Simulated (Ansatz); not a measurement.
Se: nudged elastic band (part 4 of 4)

Continued. System: Se (defect cell, 23 atoms in the cell). Method: DFT with LDA, PAW plane waves, no spin polarisation (Ansatz 0.2.0); cutoff 420 eV, 2×2×2 k-mesh, cold smearing of 0.15 eV. The structure derives from an entry of the Crystallography Open Database.

Geometry of the input (Å; fractional positions):
```
8.8196  0.0000  0.0000
-4.4098  7.6380  0.0000
0.0000  0.0000  10.0061
Se 0.0025  0.1131  0.3329
Se 0.3890  0.3906  0.5000
Se 0.1070  -0.0048  0.6654
Se -0.0031  0.1119  0.8340
Se 0.3835  0.3859  1.0002
Se 0.1162  0.4995  0.1698
Se -0.0053  0.6073  0.3347
Se 0.3867  0.8857  0.4995
Se 0.1108  0.5009  0.6681
Se -0.0003  0.6111  0.8331
Se 0.3875  0.8859  1.0022
Se 0.6098  0.0007  0.1658
Se 0.4964  0.1123  0.3358
Se 0.8886  0.3912  0.4968
Se 0.6128  0.0024  0.6675
Se 0.4985  0.1152  0.8324
Se 0.8867  0.3866  0.9993
Se 0.6191  0.5032  0.1655
Se 0.5059  0.6161  0.3277
Se 0.8830  0.8848  0.4978
Se 0.6141  0.5046  0.6680
Se 0.4981  0.6157  0.8313
Se 0.8893  0.8894  0.9981
```

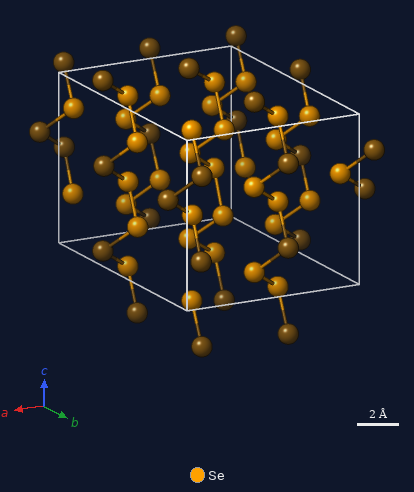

The input geometry (ball-and-stick view of the cell of the calculation, seen at an oblique angle; neighbours outside the cell are drawn fainter).

The last band as extended XYZ, continued:
```
23
Lattice="8.8196 0.0000 0.0000 -4.4098 7.6380 0.0000 0.0000 0.0000 10.0061" Properties=species:S:1:pos:R:3:forces:R:3 image=3 energy=-123811.95893
Se   -0.6366    1.0609    3.1102    0.0199   0.0357  -0.0159
Se    1.5205    2.8294    4.9521   -0.0062  -0.0083  -0.0096
Se    0.7471    0.2597    6.6773   -0.0988  -0.0155  -0.0582
Se   -0.6134    1.2087    8.3468    0.0102  -0.0350  -0.1165
Se    1.4966    2.7656    9.9933   -0.0038   0.0309   0.0043
Se   -1.0837    3.7517    1.6886   -0.0065   0.0213   0.0242
Se   -2.5054    4.5395    3.4029   -0.0234  -0.0063   0.0153
Se   -0.2578    6.8681    5.0788   -0.0235  -0.0232  -0.0049
Se   -1.1036    3.6454    6.7200   -0.0367   0.0044  -0.0106
Se   -2.6453    4.4413    8.3583   -0.0073   0.0005   0.0198
Se   -0.3132    6.8269   10.0570   -0.0361   0.0085  -0.0279
Se    5.5710    0.0797    1.7141   -0.0281   0.0128   0.0173
Se    4.0363    0.8654    3.3706   -0.0230   0.0050   0.0032
Se    6.1922    2.7889    5.0239    0.0164   0.0349   0.0175
Se    5.6435    0.1212    6.7326    0.0293   0.0082   0.0243
Se    4.0531    0.8742    8.3832   -0.0060  -0.0086  -0.0001
Se    6.1724    2.8029   10.0591    0.0233   0.0177  -0.0111
Se    3.0210    3.6277    1.6389   -0.0441  -0.0320  -0.0389
Se    1.6306    4.5804    3.2884    0.0025   0.0111  -0.0075
Se    3.7811    6.9735    4.9344    0.0344  -0.0650   0.0784
Se    3.0136    3.6665    6.6380   -0.0093  -0.0234   0.0017
Se    1.6570    4.5805    8.3213   -0.0051  -0.0153   0.0057
Se    4.7143    7.9419   11.1139    0.2219   0.0416   0.0896
23
Lattice="8.8196 0.0000 0.0000 -4.4098 7.6380 0.0000 0.0000 0.0000 10.0061" Properties=species:S:1:pos:R:3:forces:R:3 image=4 energy=-123812.01184
Se   -0.5405    1.0273    3.1835   -0.0034   0.0062   0.0121
Se    1.5301    2.7723    4.9451   -0.0028  -0.0016   0.0048
Se    0.8345    0.2378    6.6660    0.0055   0.0045  -0.0062
Se   -0.5250    1.1919    8.2901   -0.0087  -0.0054   0.0066
Se    1.5069    2.6937   10.0048   -0.0046  -0.0026   0.0045
Se   -1.1003    3.7150    1.7064    0.0070  -0.0002   0.0004
Se   -2.5102    4.5617    3.4048   -0.0092  -0.0077   0.0048
Se   -0.3050    6.9533    5.0878   -0.0005   0.0020  -0.0023
Se   -1.1113    3.6453    6.7230    0.0019   0.0037  -0.0032
Se   -2.6080    4.4736    8.3736    0.0005  -0.0134   0.0069
Se   -0.3569    6.9410   10.0747   -0.0016   0.0003  -0.0086
Se    5.4961    0.1816    1.7546   -0.0020   0.0122   0.0014
Se    3.9556    0.9901    3.4013   -0.0006  -0.0112  -0.0027
Se    6.1479    2.8218    5.0382    0.0070   0.0076   0.0005
Se    5.5859    0.1823    6.7500   -0.0004   0.0096  -0.0034
Se    3.9941    0.9727    8.3867    0.0045  -0.0075  -0.0038
Se    6.1615    2.8083   10.0650    0.0011   0.0045  -0.0068
Se    3.0358    3.6095    1.6251    0.0026   0.0021   0.0059
Se    1.6452    4.5256    3.2853    0.0019   0.0032  -0.0035
Se    3.8689    6.9258    4.9542   -0.0018  -0.0051  -0.0008
Se    3.0295    3.6325    6.6372   -0.0010   0.0002   0.0056
Se    1.6609    4.5109    8.3146    0.0018   0.0022  -0.0001
Se    5.0702    7.9424   11.3522    0.0029  -0.0036  -0.0120
```

Results in brief:

```tsv
quantity	value
outcome	converged
barrier, forward	0.239 eV
barrier, backward	0.239 eV
electrons treated	368
hardware	4 threads of Intel Xeon (Granite Rapids), 192 GiB of memory available, shared host
wall time	9.9 min (CPU time 33 min)
peak memory	4.7 GiB
```

Remarks:

The order of the saddle point was not checked.
